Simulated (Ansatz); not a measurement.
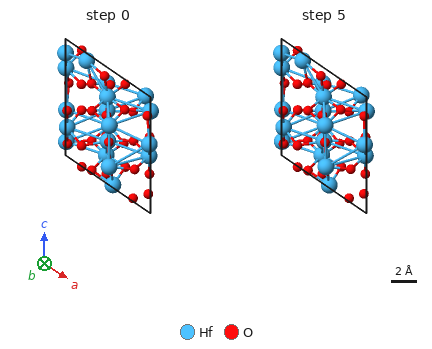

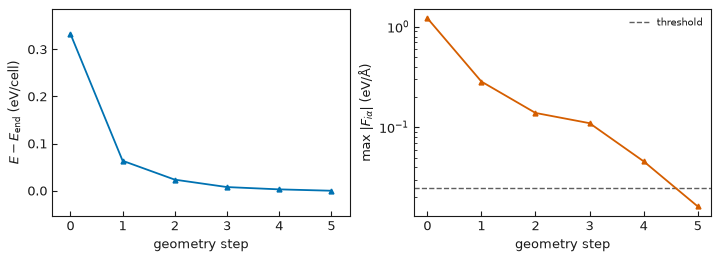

First and last geometry of a relaxation of a defect cell of composition Hf17O32 (cell charge +3), with the history of the run. A ball-and-stick model of the cell of the calculation, seen along the b axis.

Case: Hf interstitial, charge +3, atoms relaxed at the host's cell.

Level of theory: Ansatz 0.2.0, DFT PBEsol, scalar-relativistic, plane waves, PAW. Settings: plane-wave cutoff 420 eV; k-point mesh 2 × 2 × 2; occupations gaussian; smearing width 0.01 eV; mesh shifted by (0.5, 0.5, 0.5); collinear spin; atoms relaxed in a fixed cell; force threshold 0.025 eV/Å; at most 45 steps.

Q: Read the history and describe the run.

A: It converged. The largest moves, 0.077 Å, are those of Hf atoms. By element the largest moves are Hf 0.077 Å, O 0.067 Å. The lattice vectors keep their values. Some distances before and after: Hf–Hf 4.162 → 4.029 Å, Hf–O 2.206 → 2.294 Å, Hf–Hf 2.890 → 2.959 Å, Hf–O 2.116 → 2.054 Å. Among the angles between lasting bonds that change: Hf–O–Hf 81.7° → 85.1°. After 5 geometry steps the energy has fallen by 0.333 eV per cell of the calculation. Largest force component: 1.2 eV/Å at the start, 0.016 eV/Å at the end. Cost: 15 min on 4 threads of Arm Neoverse V2 (shared host), peak memory 4.6 GiB.

```json
{"step": "0", "E − E(0), meV/atom": "0.00", "largest force component, eV/Å": "1.2196"}
{"step": "1", "E − E(0), meV/atom": "-5.50", "largest force component, eV/Å": "0.2853"}
{"step": "2", "E − E(0), meV/atom": "-6.31", "largest force component, eV/Å": "0.1389"}
{"step": "3", "E − E(0), meV/atom": "-6.63", "largest force component, eV/Å": "0.1099"}
{"step": "4", "E − E(0), meV/atom": "-6.73", "largest force component, eV/Å": "0.0458"}
{"step": "5", "E − E(0), meV/atom": "-6.79", "largest force component, eV/Å": "0.0163"}
```

Limits of the set-up: the cell is charged, on a uniform background, and energies carry no finite-size correction.
